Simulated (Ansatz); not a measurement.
## Hf₂N: a changed input and its effect

System: Hf₂N (P4₂/mnm, 6 atoms in the cell).
Method of run A: DFT r2SCAN, scalar-relativistic, plane waves, PAW, no spin polarisation (Ansatz 0.2.0).

The structure derives from a Materials Project entry. Text and figures count atoms from 1; the logs count them from 0 in places.

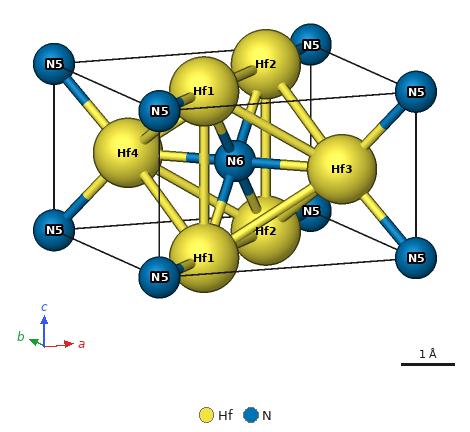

Figure 1. The structure (ball-and-stick view of the cell of the calculation, seen slightly off an axis; atoms are numbered from 1 in the order of the input). An atom can appear more than once, as a periodic image. Near neighbours in the periodic cell (some may lie outside the picture): Hf has 11 Hf at 3.07 to 3.24 Å and 3 N at 2.22 to 2.23 Å; N has 6 Hf at 2.22 to 2.23 Å.

## The input, run A
```yaml
crystal:
  lattice:
    - [5.31312402, 0.0, 0.0]
    - [0.0, 5.31312402, 0.0]
    - [0.0, 0.0, 3.24209839]
  atoms:
    - { symbol: Hf, position: [0.29553637, 0.29553637, 0.0] }
    - { symbol: Hf, position: [0.70446363, 0.70446363, 0.0] }
    - { symbol: Hf, position: [0.79553637, 0.20446363, 0.5] }
    - { symbol: Hf, position: [0.20446363, 0.79553637, 0.5] }
    - { symbol: "N", position: [0.0, 0.0, 0.0] }
    - { symbol: "N", position: [0.5, 0.5, 0.5] }
basis:
  ecutwfc: 500
kpoints:
  mp_grid: { grid: [4, 4, 6] }
hamiltonian:
  xc: r2scan
scf:
  occupations: { method: gaussian, width: 0.1 }
output:
  forces: true
  stress: true
  eigenvalues: true
```

Command:
```bash
ansatz run input.yaml --threads 1 --pin off --max-ram 2560MiB --backend cpu --events-out ev --progress --plain --runs-dir out
```

Hardware: 1 thread of AMD EPYC (Zen 3), 189 GiB of memory available, shared host.

## Output, shortened to warnings, some set-up lines, iterations and results (run A)
```
Basis set: ecut = 500 eV, 2343 PW (Γ), exchange–correlation on 160×160×96 points (64 copies of the dense FFT grid, shifted against one another)
Symmetry: 16 space group operations
k-points: 24 of 96
Initial density: superposition of atomic densities (neutral atoms: chi_scale 0, normalization atom), corrected by the library's trained network
[...]
SCF iter   1: F=—  HF=-63709.856223 eV  |F-HF|=—  |Δ(HF+E_count)|=         —  Δρ=1.33e-2  dr2=1.38e-1  dr2_τ=3.39e-1  ethr=1.77e-3  ⟨swp⟩=4.7  Hψ=4842  notcnv=0  defer=22
SCF iter   2: F=—  HF=-63709.981568 eV  |F-HF|=—  |Δ(HF+E_count)|=   1.25e-1  Δρ=7.51e-3  dr2=5.28e-2  dr2_τ=3.97e-3  ethr=1.21e-4  ⟨swp⟩=2.0  Hψ=3454  notcnv=0  defer=122
SCF iter   3: F=—  HF=-63709.978905 eV  |F-HF|=—  |Δ(HF+E_count)|=   2.66e-3  Δρ=5.07e-3  dr2=1.72e-2  dr2_τ=1.28e-3  ethr=4.63e-5  ⟨swp⟩=2.0  Hψ=2440  notcnv=0  defer=122
SCF iter   4: F=—  HF=-63709.982241 eV  |F-HF|=—  |Δ(HF+E_count)|=   3.34e-3  Δρ=2.53e-3  dr2=5.62e-3  dr2_τ=2.37e-4  ethr=1.51e-5  ⟨swp⟩=1.2  Hψ=1544  notcnv=0  defer=122
SCF iter   5: F=—  HF=-63709.982858 eV  |F-HF|=—  |Δ(HF+E_count)|=   6.17e-4  Δρ=5.76e-4  dr2=2.86e-4  dr2_τ=9.02e-6  ethr=4.93e-6  ⟨swp⟩=2.0  Hψ=2517  notcnv=0  defer=122
SCF iter   6: F=—  HF=-63709.982933 eV  |F-HF|=—  |Δ(HF+E_count)|=   7.48e-5  Δρ=1.51e-4  dr2=2.42e-5  dr2_τ=5.37e-7  ethr=2.51e-7  ⟨swp⟩=2.0  Hψ=2490  notcnv=0  defer=122
SCF iter   7: F=—  HF=-63709.982942 eV  |F-HF|=—  |Δ(HF+E_count)|=   9.04e-6  Δρ=2.23e-5  dr2=1.11e-6  dr2_τ=3.41e-8  ethr=2.12e-8  ⟨swp⟩=2.0  Hψ=2551  notcnv=0  defer=122
SCF iter   8: F=—  HF=-63709.982941 eV  |F-HF|=—  |Δ(HF+E_count)|=   3.64e-7  Δρ=1.18e-5  dr2=1.16e-7  dr2_τ=1.78e-8  ethr=9.74e-10  ⟨swp⟩=2.0  Hψ=2793  notcnv=0  defer=122
SCF iter   9: F=-63709.982941 eV  HF=-63709.982941 eV  |F-HF|=1.24e-8  |Δ(HF+E_count)|=   2.98e-9  Δρ=2.29e-6  dr2=6.31e-9  dr2_τ=2.77e-10  ethr=8.77e-11  ⟨swp⟩=8.9  Hψ=6855  …
SCF 1 converged in 9 iterations: F = -63709.982941 eV  dr2 = 6.31e-9
SCF converged after 9 iterations
Free energy (F): -63709.982941 eV
Harris-Foulkes:  -63709.982941 eV  (|F-HF|=1.24e-8)
Internal energy: -63709.971935 eV  (E = F + TS)
E sigma→0 (E₀):  -63709.977438 eV
Entropy (-TS):   -0.011007 eV (-1.834 meV/atom)
Fermi energy:    21.001867 eV
--- Per-component energies (eV) ---
  E_band       = 323.849167
  E_kinetic    = 1964.300091
  E_local      = -19963.077863  (includes V_loc(G=0)·N_el)
  E_nonlocal   = -4903.845202
  E_hartree    = 9429.863308
  E_xc         = -1255.773517
  E_vxc        = -1346.417473  (∫ρ·V_xc dr)
  E_paw        = -28066.278236  (= ΣΔE_a)
  E_vpaw       = 5645.785823  (= ΣTr[D̂ρ^β])
  E_aug_tail   = 0.000031  (compensation charges beyond the density's cutoff)
  E_vtau       = 67.374882  (kinetic-family band-sum trace: ∫τ·v_τ [+ j·A + Jᵃ·Aᵃ] dr)
  E_ewald      = -20916.387504
  E_core_change = 1.226958  (= ΣΔE_core)
  E_smearing   = -0.011007  (= −TS)
  E_closure    = -0.000000  (closes the sum)
  Σ components = -63709.982941   (vs F -63709.982941, Δ=0.00e0)
--- Forces (eV/Å), atoms counted from 1 ---
  atom   1  Hf    -0.07665062    -0.07665062    -0.00000000
  atom   2  Hf     0.07665062     0.07665062     0.00000000
  atom   3  Hf    -0.07665062     0.07665062     0.00000000
  atom   4  Hf     0.07665062    -0.07665062    -0.00000000
  atom   5  N      0.00000000     0.00000000     0.00000000
  atom   6  N      0.00000000     0.00000000     0.00000000
  max |Σ_I F_I| component: 1.39e-17 eV/Å
--- Stress (GPa, compression-positive) ---
        1.490090      -0.000000       0.000000
       -0.000000       1.490090      -0.000000
        0.000000      -0.000000       1.253815
  P = ⅓ Tr σ = 1.4113 GPa (14.113 kbar)
```

The input of run B differs as follows (lines with − go, lines with + come):
```diff
-    - [5.31312402, 0.0, 0.0]
-    - [0.0, 5.31312402, 0.0]
-    - [0.0, 0.0, 3.24209839]
+    - [5.3251070803, 0.0, 0.0]
+    - [0.0, 5.3251070803, 0.0]
+    - [0.0, 0.0, 3.2499869507]
-    - { symbol: Hf, position: [0.29553637, 0.29553637, 0.0] }
-    - { symbol: Hf, position: [0.70446363, 0.70446363, 0.0] }
-    - { symbol: Hf, position: [0.79553637, 0.20446363, 0.5] }
-    - { symbol: Hf, position: [0.20446363, 0.79553637, 0.5] }
+    - { symbol: Hf, position: [0.2954865869, 0.2954865869, 0.0] }
+    - { symbol: Hf, position: [0.7045134131, 0.7045134131, 0.0] }
+    - { symbol: Hf, position: [0.7954865869, 0.2045134131, 0.5] }
+    - { symbol: Hf, position: [0.2045134131, 0.7954865869, 0.5] }
-  mp_grid: { grid: [4, 4, 6] }
+  mp_grid: { grid: [8, 8, 12] }
```

Predict how the results change.

With the same functional and potentials, run B lies 2.2 meV per atom higher (other lines of the input change too). The pressure goes from 1.41 to 0.00 GPa. The largest force goes from 0.108 to 0.000 eV/Å. The volume per atom goes from 15.25 to 15.36 Å³. The SCF takes 8 iterations against 9. The irreducible k-points go from 24 to 105. On the same kind of shared host run B took about 3.6 times as long.

## Output, shortened to warnings, some set-up lines, iterations and results (run B)
```
Basis set: ecut = 500 eV, 2343 PW (Γ), exchange–correlation on 160×160×96 points (64 copies of the dense FFT grid, shifted against one another)
Symmetry: 16 space group operations
k-points: 105 of 768
Initial density: superposition of atomic densities (neutral atoms: chi_scale 0, normalization atom), corrected by the library's trained network
[...]
SCF iter   1: F=—  HF=-63709.845984 eV  |F-HF|=—  |Δ(HF+E_count)|=         —  Δρ=1.36e-2  dr2=1.46e-1  dr2_τ=3.38e-1  ethr=1.77e-3  ⟨swp⟩=4.5  Hψ=21051  notcnv=0  defer=127
SCF iter   2: F=—  HF=-63709.967476 eV  |F-HF|=—  |Δ(HF+E_count)|=   1.21e-1  Δρ=7.62e-3  dr2=5.45e-2  dr2_τ=4.03e-3  ethr=1.28e-4  ⟨swp⟩=2.0  Hψ=15114  notcnv=0  defer=531
SCF iter   3: F=—  HF=-63709.965127 eV  |F-HF|=—  |Δ(HF+E_count)|=   2.35e-3  Δρ=5.10e-3  dr2=1.74e-2  dr2_τ=1.32e-3  ethr=4.78e-5  ⟨swp⟩=2.0  Hψ=10733  notcnv=0  defer=531
SCF iter   4: F=—  HF=-63709.968652 eV  |F-HF|=—  |Δ(HF+E_count)|=   3.52e-3  Δρ=2.53e-3  dr2=5.57e-3  dr2_τ=2.39e-4  ethr=1.53e-5  ⟨swp⟩=1.3  Hψ=6759  notcnv=0  defer=531
SCF iter   5: F=—  HF=-63709.969419 eV  |F-HF|=—  |Δ(HF+E_count)|=   7.67e-4  Δρ=5.75e-4  dr2=2.76e-4  dr2_τ=8.20e-6  ethr=4.88e-6  ⟨swp⟩=2.0  Hψ=11015  notcnv=0  defer=531
SCF iter   6: F=—  HF=-63709.969513 eV  |F-HF|=—  |Δ(HF+E_count)|=   9.44e-5  Δρ=1.37e-4  dr2=1.91e-5  dr2_τ=4.34e-7  ethr=2.42e-7  ⟨swp⟩=2.0  Hψ=11019  notcnv=0  defer=531
SCF iter   7: F=—  HF=-63709.969529 eV  |F-HF|=—  |Δ(HF+E_count)|=   1.57e-5  Δρ=1.99e-5  dr2=8.17e-7  dr2_τ=2.47e-8  ethr=1.68e-8  ⟨swp⟩=2.0  Hψ=11108  notcnv=0  defer=531
SCF iter   8: F=-63709.969529 eV  HF=-63709.969529 eV  |F-HF|=3.60e-8  |Δ(HF+E_count)|=   2.79e-7  Δρ=1.09e-5  dr2=9.55e-8  dr2_τ=1.43e-8  ethr=8.77e-11  ⟨swp⟩=8.2  Hψ=35595  …
SCF 1 converged in 8 iterations: F = -63709.969529 eV  dr2 = 9.55e-8
SCF converged after 8 iterations
Free energy (F): -63709.969529 eV
Harris-Foulkes:  -63709.969529 eV  (|F-HF|=3.60e-8)
Internal energy: -63709.957476 eV  (E = F + TS)
E sigma→0 (E₀):  -63709.963502 eV
Entropy (-TS):   -0.012053 eV (-2.009 meV/atom)
Fermi energy:    20.949816 eV
--- Per-component energies (eV) ---
  E_band       = 304.528047
  E_kinetic    = 1962.647569
  E_local      = -20038.264457  (includes V_loc(G=0)·N_el)
  E_nonlocal   = -4904.118067
  E_hartree    = 9457.891016
  E_xc         = -1255.217358
  E_vxc        = -1345.611266  (∫ρ·V_xc dr)
  E_paw        = -28065.806710  (= ΣΔE_a)
  E_vpaw       = 5646.759348  (= ΣTr[D̂ρ^β])
  E_aug_tail   = 0.000032  (compensation charges beyond the density's cutoff)
  E_vtau       = 67.336342  (kinetic-family band-sum trace: ∫τ·v_τ [+ j·A + Jᵃ·Aᵃ] dr)
  E_ewald      = -20868.316458
  E_core_change = 1.226958  (= ΣΔE_core)
  E_smearing   = -0.012053  (= −TS)
  E_closure    = -0.000000  (closes the sum)
  Σ components = -63709.969529   (vs F -63709.969529, Δ=0.00e0)
--- Forces (eV/Å), atoms counted from 1 ---
  atom   1  Hf     0.00007429     0.00007429    -0.00000000
  atom   2  Hf    -0.00007429    -0.00007429     0.00000000
  atom   3  Hf     0.00007429    -0.00007429     0.00000000
  atom   4  Hf    -0.00007429     0.00007429    -0.00000000
  atom   5  N     -0.00000000    -0.00000000    -0.00000000
  atom   6  N      0.00000000    -0.00000000    -0.00000000
  max |Σ_I F_I| component: 3.47e-17 eV/Å
--- Stress (GPa, compression-positive) ---
        0.000715      -0.000000      -0.000000
       -0.000000       0.000715      -0.000000
       -0.000000      -0.000000      -0.001631
  P = ⅓ Tr σ = -0.0001 GPa (-0.001 kbar)
```

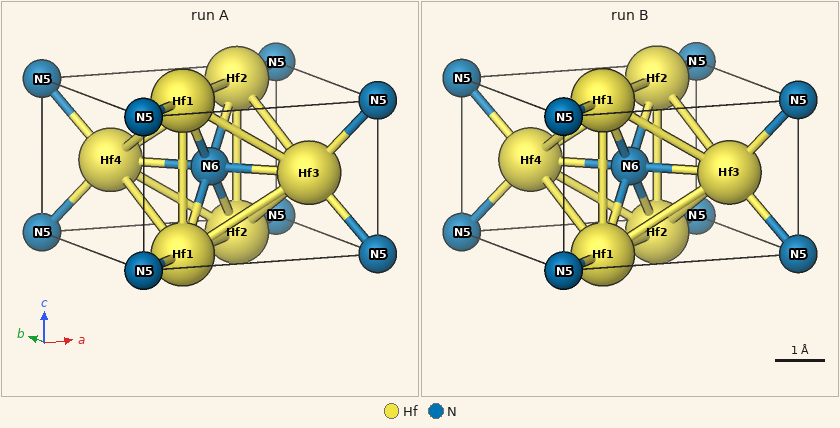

Figure 2. The two input geometries at one scale (ball-and-stick view of the cell of the calculation, seen slightly off an axis). No atom moves by more than 0.005 Å relative to the cell. Cell: a = b 5.313 → 5.325 Å (+0.2 %), c 3.242 → 3.250 Å (+0.2 %). Volume +0.7 %. Among the contacts that change: Hf1–Hf1 3.242 → 3.250 Å, Hf1–Hf2 3.073 → 3.080 Å, Hf1–Hf3 3.149 → 3.157 Å, Hf1–N6 2.233 → 2.239 Å.

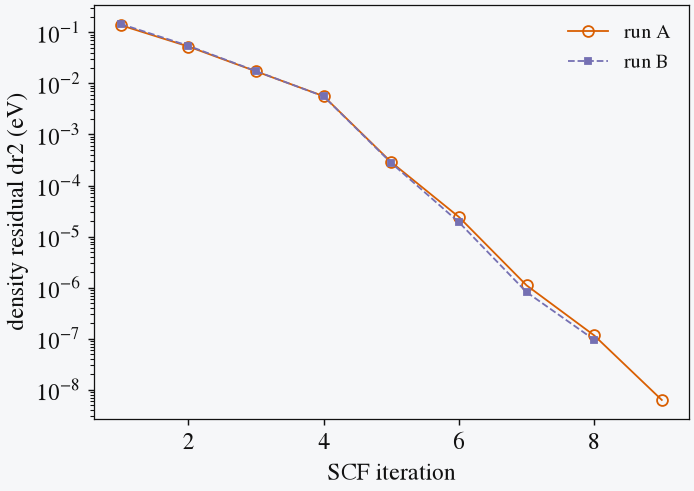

Figure 3. Convergence of the two runs: density residual dr2 against the SCF iteration. Run A takes 9 iterations in all, and run B takes 8.

## The two runs side by side

| quantity | run A | run B |
| --- | --- | --- |
| outcome | converged | converged |
| free energy per atom (eV) | −10618.3305 | −10618.3283 |
| energy per atom, smearing taken to zero (eV) | −10618.3296 | −10618.3273 |
| gap on the mesh (eV) | 0.00 | 0.00 |
| pressure (GPa) | 1.41 | 0.00 |
| volume per atom (Å³) | 15.25 | 15.36 |
| largest force (eV/Å) | 0.108 | 0.000 |
| SCF iterations | 9 | 8 |
| irreducible k-points | 24 | 105 |
| plane waves at Γ | 2343 | 2343 |
| wall time (shared host) | 36 s | 2.2 min |

For both runs: Spin–orbit coupling is left out, which matters for Hf.
